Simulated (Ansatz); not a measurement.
# Band-structure calculation of AgCl (part 2 of 2)

Continued. System: AgCl (C2/m, 4 atoms in the cell). Method: DFT, HSE06, plane waves, PAW, no spin polarisation (Ansatz 0.2.0); cutoff 420 eV, 4×4×4 k-mesh, fixed occupations. The structure derives from a Materials Project entry. The geometry comes from this level: r2SCAN (a point of a series of strains). It belongs to a series of runs on one base structure; here: epitaxial_xy strain +5.8%.

Geometry of the input (Å; fractional positions):
```
4.1423  0.0000  0.1831
0.0000  4.1471  0.0000
-0.2887  0.0000  5.2365
Ag 0.2501  0.2500  0.2500
Ag 0.7499  0.7500  0.7500
Cl 0.7500  0.7500  0.2500
Cl 0.2500  0.2500  0.7500
```

## Output, continued
```
  k-point 1: bands = ["-87.5574", "-87.5573", "-49.8086", "-49.8072", "-49.7978", "-49.7978", "-49.7969", "-49.7969", "-9.6851", "-9.3419", "1.4744", "2.1356", "3.0264", "3.0273", "3.1244", "3.1248", "3.3163", "3.5112", "3.5588", "3.6870", "4.2710", "4.2711", "4.5179", "4.5180", "4.6544", "4.6997", "9.8894", "11.0400", "15.4098", "16.3463", "17.3900"]
  k-point 2: bands = ["-87.5574", "-87.5574", "-49.8080", "-49.8080", "-49.7974", "-49.7974", "-49.7974", "-49.7974", "-9.4783", "-9.4783", "1.2497", "1.2497", "2.9076", "2.9076", "2.9082", "2.9082", "3.4378", "3.4378", "3.5988", "3.5988", "4.6378", "4.6379", "4.6381", "4.6381", "5.0025", "5.0026", "11.8102", "11.8103", "15.9504", "15.9507", "16.1296"]
  k-point 29: bands = ["-87.5573", "-87.5573", "-49.8080", "-49.8080", "-49.7979", "-49.7979", "-49.7979", "-49.7979", "-9.3227", "-9.3227", "1.3698", "1.3698", "2.3288", "2.3288", "2.3291", "2.3291", "3.7924", "3.7924", "3.8536", "3.8536", "4.3412", "4.3412", "4.3413", "4.3413", "5.2317", "5.2317", "12.8393", "12.8393", "15.1629", "15.1629", "15.1670"]
```

## File bands.tsv
```
# k_distance	band_0	band_1	band_2	band_3	band_4	band_5	band_6	band_7	band_8	band_9	band_10	band_11	band_12	band_13	band_14	band_15	band_16	band_17	band_18	band_19	band_20	band_21	band_22	band_23	band_24	band_25	band_26	band_27	band_28	band_29	band_30
# fermi_ev = 6.498073
# lock_threshold_ev = 1e-6
# [0, 0, 0] at k_distance = 0.000000
# [0.5000136275, 0.4999863725, 0.0000982862] at k_distance = 1.071455
# [0.5000136275, 0.4999863725, 0.5000982814] at k_distance = 1.670519
# [0.5000136275, 0, 0.5000982814] at k_distance = 2.428036
# [0.24988252, 0, 1.000049109] at k_distance = 3.133403
# [0.7501447351, 0, 0.0001474537] at k_distance = 4.544138
# [0.7501447351, 0.2498688992, 0.0001474537] at k_distance = 4.922708
# [0.24988252, 0.2498688992, 1.000049109] at k_distance = 6.333443
# levels_relative_to = fermi_ev
# free_energy_ev = -17350.085239
# largest_residual_norms_ev = 4.862e-4 4.894e-4 8.462e-5 1.143e-4 1.032e-4 8.096e-5 9.785e-5 1.038e-4 2.263e-4 2.262e-4 1.026e-3 7.222e-4 8.978e-4 7.522e-4 1.568e-3 1.505e-3 2.226e-3 2.230e-3 2.449e-3 2.710e-3 2.184e-3 2.183e-3 1.374e-3 1.497e-3 1.485e-3 1.485e-3 6.504e-4 6.499e-4 1.273e-3 1.479e-3 1.198e-3
0.000000	-94.055515	-94.055377	-56.306803	-56.304799	-56.296089	-56.296063	-56.294746	-56.294746	-16.285221	-15.807494	-4.378218	-3.232279	-3.207841	-3.206398	-3.108259	-3.107577	-3.049860	-3.022264	-2.889337	-2.774770	-2.630340	-2.629483	-2.627987	-2.511614	-2.254462	-2.252582	2.185448	3.814700	8.682174	10.553315	12.003683
1.071455	-94.055424	-94.055424	-56.305811	-56.305811	-56.296723	-56.296723	-56.295103	-56.295103	-15.901264	-15.901264	-4.282096	-4.282096	-3.340922	-3.340917	-3.333505	-3.333500	-2.913439	-2.913438	-2.714985	-2.714985	-2.645394	-2.645394	-2.598613	-2.598613	-2.546106	-2.546106	3.860989	3.860989	9.428631	9.428631	9.431973
1.670519	-94.055421	-94.055421	-56.306056	-56.306056	-56.295980	-56.295980	-56.295968	-56.295968	-15.820810	-15.820810	-5.128283	-5.128282	-4.169304	-4.169303	-4.168927	-4.168926	-2.705647	-2.705647	-2.644429	-2.644429	-2.156927	-2.156926	-2.156815	-2.156813	-1.266326	-1.266325	6.341230	6.341231	8.664798	8.664808	8.668918
2.428036	-94.055434	-94.055423	-56.306499	-56.305989	-56.296137	-56.295902	-56.295540	-56.295422	-15.867632	-15.852415	-5.499727	-5.497607	-4.663097	-4.626446	-4.405598	-4.388737	-2.735822	-2.734045	-2.683334	-2.669933	-2.237996	-2.209509	-0.661825	-0.656501	-0.021389	-0.000000	5.409214	5.452142	7.975587	8.047982	8.440871
3.133403	-94.055487	-94.055387	-56.306536	-56.305119	-56.296194	-56.295890	-56.295287	-56.294946	-16.166941	-15.823290	-4.265748	-4.158456	-3.937104	-3.847010	-3.761209	-3.450438	-3.032518	-2.879045	-2.823537	-2.694076	-2.539472	-2.450461	-2.196470	-2.146728	-1.692502	-1.333485	3.517276	4.789162	8.153481	9.966702	10.091382
4.544138	-94.055487	-94.055387	-56.306536	-56.305119	-56.296194	-56.295891	-56.295287	-56.294946	-16.166967	-15.823282	-4.265792	-4.158357	-3.937045	-3.846884	-3.761125	-3.450381	-3.032532	-2.879077	-2.823542	-2.694054	-2.539470	-2.450540	-2.196488	-2.146694	-1.692636	-1.333599	3.517033	4.788971	8.153591	9.966862	10.091449
4.922708	-94.055470	-94.055399	-56.306331	-56.305333	-56.296409	-56.295837	-56.295675	-56.294948	-16.081655	-15.836272	-4.424835	-4.158322	-4.124557	-4.030052	-3.374539	-3.221266	-3.062799	-2.975076	-2.683717	-2.615021	-2.612194	-2.581458	-2.430731	-2.143911	-1.760990	-1.627127	4.267297	5.193122	8.486634	8.743083	9.112307
6.333443	-94.055470	-94.055399	-56.306331	-56.305333	-56.296409	-56.295837	-56.295675	-56.294948	-16.081637	-15.836279	-4.424883	-4.158367	-4.124457	-4.030084	-3.374557	-3.221258	-3.062813	-2.975073	-2.683736	-2.615203	-2.612000	-2.581471	-2.430718	-2.143924	-1.761001	-1.627125	4.267388	5.193134	8.486486	8.743117	9.112449
```

## File rho_z.tsv
```
# z_ang	rho[e/angstrom^3]
# format = ansatz-planar-average/11
# lattice	4.142276770	0.000000000	0.183119925
# lattice	0.000000000	4.147110406	0.000000000
# lattice	-0.288736606	0.000000000	5.236526709
# sites	4
# site	47	0.963611436	1.036777602	1.354938385
# site	47	2.889928728	3.110332805	4.064708249
# site	17	3.034680569	3.110332805	1.446460009
# site	17	0.818859595	1.036777602	3.973186625
0.000000	8.667488e-2
0.145680	9.625727e-2
0.291360	1.283623e-1
0.437040	1.946006e-1
0.582720	3.212282e-1
0.728400	5.301472e-1
0.874080	8.042798e-1
1.019760	1.085319e0
1.165440	1.297703e0
1.311120	1.377183e0
1.456800	1.297738e0
1.602480	1.085371e0
1.748160	8.043279e-1
1.893840	5.301791e-1
2.039520	3.212432e-1
2.185200	1.946044e-1
2.330880	1.283620e-1
2.476560	9.625591e-2
2.622240	8.667324e-2
2.767921	9.625591e-2
2.913601	1.283620e-1
3.059281	1.946044e-1
3.204961	3.212432e-1
3.350641	5.301791e-1
3.496321	8.043279e-1
3.642001	1.085371e0
3.787681	1.297738e0
3.933361	1.377183e0
4.079041	1.297703e0
4.224721	1.085319e0
4.370401	8.042798e-1
4.516081	5.301472e-1
4.661761	3.212282e-1
4.807441	1.946006e-1
4.953121	1.283623e-1
5.098801	9.625727e-2
```

## File v_z.tsv
```
# z_ang	v_es[eV]	v_tot[eV]
# format = ansatz-planar-average/11
# xc	hse06
# density_cutoff_ev	1680
# datasets	Ag=:simpson_from_first_knot:soft:fock:shift=0	Cl=:simpson_from_first_knot:soft:fock:shift=0
# lattice	4.142276770	0.000000000	0.183119925
# lattice	0.000000000	4.147110406	0.000000000
# lattice	-0.288736606	0.000000000	5.236526709
# sites	4
# site	47	0.963611436	1.036777602	1.354938385
# site	47	2.889928728	3.110332805	4.064708249
# site	17	3.034680569	3.110332805	1.446460009
# site	17	0.818859595	1.036777602	3.973186625
0.000000	1.114047e1	5.293714e0
0.145680	1.097331e1	5.235334e0
0.291360	1.039577e1	4.401875e0
0.437040	9.217924e0	2.488603e0
0.582720	7.334285e0	-2.319573e-1
0.728400	4.990339e0	-3.422549e0
0.874080	2.679992e0	-6.476943e0
1.019760	8.079796e-1	-8.962246e0
1.165440	-3.934276e-1	-1.055989e1
1.311120	-8.082567e-1	-1.112133e1
1.456800	-3.933883e-1	-1.055986e1
1.602480	8.080490e-1	-8.962185e0
1.748160	2.680081e0	-6.476871e0
1.893840	4.990418e0	-3.422492e0
2.039520	7.334293e0	-2.319727e-1
2.185200	9.217835e0	2.488490e0
2.330880	1.039567e1	4.401757e0
2.476560	1.097321e1	5.235280e0
2.622240	1.114037e1	5.293603e0
2.767921	1.097321e1	5.235280e0
2.913601	1.039567e1	4.401757e0
3.059281	9.217835e0	2.488490e0
3.204961	7.334293e0	-2.319727e-1
3.350641	4.990418e0	-3.422492e0
3.496321	2.680081e0	-6.476871e0
3.642001	8.080490e-1	-8.962185e0
3.787681	-3.933883e-1	-1.055986e1
3.933361	-8.082567e-1	-1.112133e1
4.079041	-3.934276e-1	-1.055989e1
4.224721	8.079796e-1	-8.962246e0
4.370401	2.679992e0	-6.476943e0
4.516081	4.990339e0	-3.422549e0
4.661761	7.334285e0	-2.319573e-1
4.807441	9.217924e0	2.488603e0
4.953121	1.039577e1	4.401875e0
5.098801	1.097331e1	5.235334e0
```

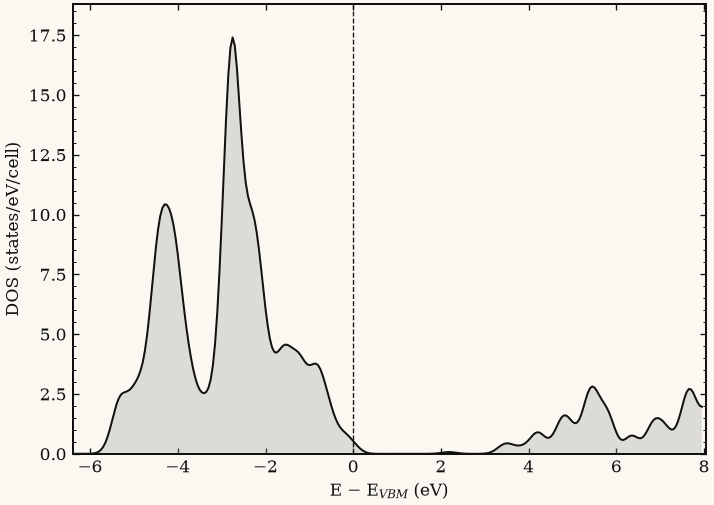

**Figure 1.** Density of states (the curve is built from the levels of the k mesh with Gaussians 0.4 eV wide, which also blur the band edges), with energies from the valence-band top. There is a gap of 2.19 eV on the k-point mesh. Small ripples come from the finite k-point mesh.

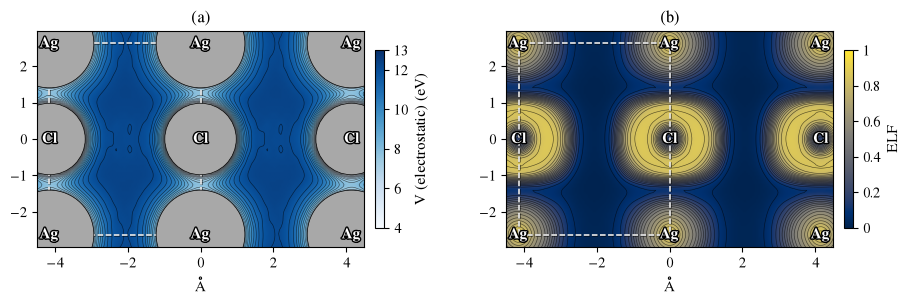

**Figure 2.** (a) electrostatic potential energy of an electron; (b) ELF on the (101̄) plane of the conventional cell. Grey discs, where drawn, cover atomic cores. The section cuts through Ag and Cl sites. Ag–Cl (2.62 Å): the ELF peaks at about 0.85 in the valence shell of Cl, 0.8 Å from its nucleus, and drops to about 0.10 between the two atoms, as expected for ionic bonding with no shared pair. The strong features right at Ag lie inside the PAW spheres (semicore, d or f shells) and say nothing about bonding. Outside the cores the potential energy rises away from the atoms and is highest about 2.4 Å from the nearest atoms; outside the discs it spans about 8 eV, and its zero is arbitrary. The fields are those of the smooth PAW valence density.

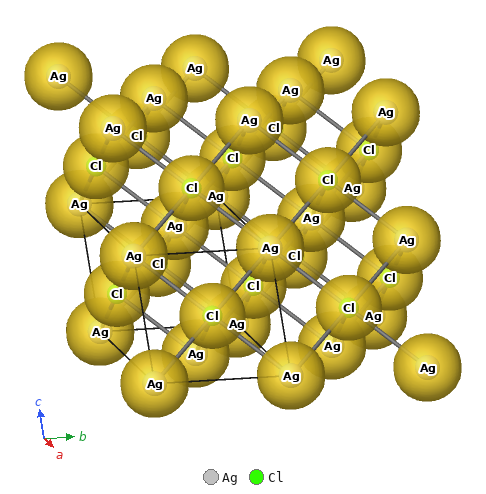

**Figure 3.** Isosurface of the valence pseudo-density at 0.6 e/Å³ (yellow), seen slightly off an axis. Sticks mark near contacts. The outline is the cell set on symmetry axes. At this value the density breaks into separate islands; it holds about 80 % of the electrons treated as valence (semicore included). It is pinched off along the Ag–Cl (2.62 Å) and Ag–Cl (2.93 Å) contacts. On the grid the lowest density along these lines, outside the cores, is 0.3 e/Å³ (Ag–Cl, 2.62 Å) and 0.16 e/Å³ (Ag–Cl, 2.93 Å).
